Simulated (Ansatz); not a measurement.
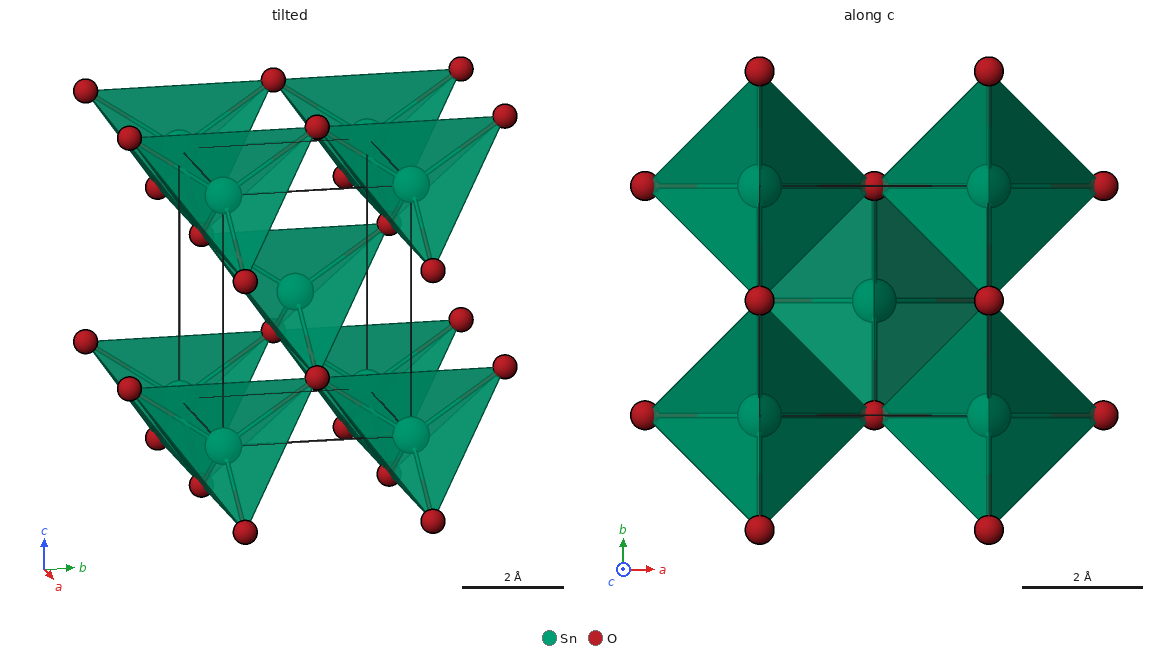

The crystal in a polyhedral representation, seen slightly off an axis and along the c axis. The parallelepiped is the conventional unit cell. A few atoms beyond the faces are included.

SnO, space group I-4m2 (No. 119), a = 3.83 Å, b = 3.83 Å, c = 5.15 Å, α = 90.00°, β = 90.00°, γ = 90.00°.

The calculation used DFT, HSE06, plane waves, PAW (Ansatz), with a 420 eV plane-wave basis, k-points about 0.34 Å⁻¹ apart, Fermi-Dirac smearing of 0.02 eV, no spin polarisation.

Predict the gap.

A metal: bands cross the Fermi level.

Give the pressure and its sign.

The computed pressure is 4.1 GPa (compressed: it would expand).

Its origin is a structure type filled with these elements by a generator (whether the compound takes this form wasn't checked). The cell was then strained or its atoms displaced on purpose. It was run through Ansatz as a DFT input.

At this level of theory the cell isn't at rest (compressed, at 4 GPa), so its distances can differ from those at equilibrium, the more so the softer the solid.
